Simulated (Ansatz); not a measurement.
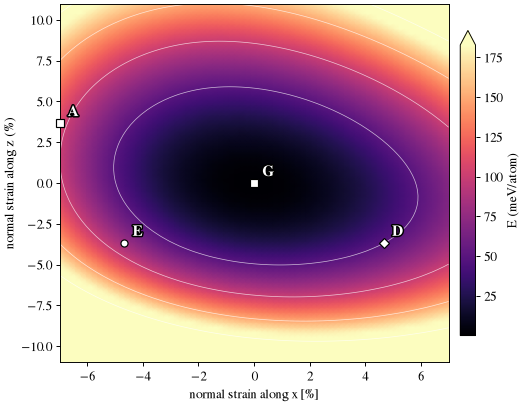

ZrB (Fm-3m, No. 225; 2 atoms in the cell). 
- The energy is mapped over two homogeneous strains (x, y and z along the cube axes).
- Coordinates scanned: (1) normal strain along x; (2) normal strain along z.
- Nothing is relaxed (symmetry fixes all fractional coordinates).
- The grid has 7 × 7 points.
- Points are written as (first, second).
- All energies are given in meV/atom relative to the lowest grid point.
- These are results of DFT LDA, scalar-relativistic, plane waves, PAW (Ansatz), not measurements. Settings: cutoff 520 eV, k-mesh 16×16×16, gaussian smearing 0.15 eV, no spin polarisation.

Drawn: a smooth colour map with a few white contour lines, one colour for all values above the top of the scale, lettered points. Between grid points the surface is interpolated.

**What kind of point is each of E, G: minimum, saddle, maximum or slope?**

E: on a slope; G: minimum. (In these two coordinates alone; a stationary point may lie a little off the grid point.)

**Which space group has the cell at each letter?**

A: Fmmm; D: Fmmm; E: Fmmm; G: Fm-3m.
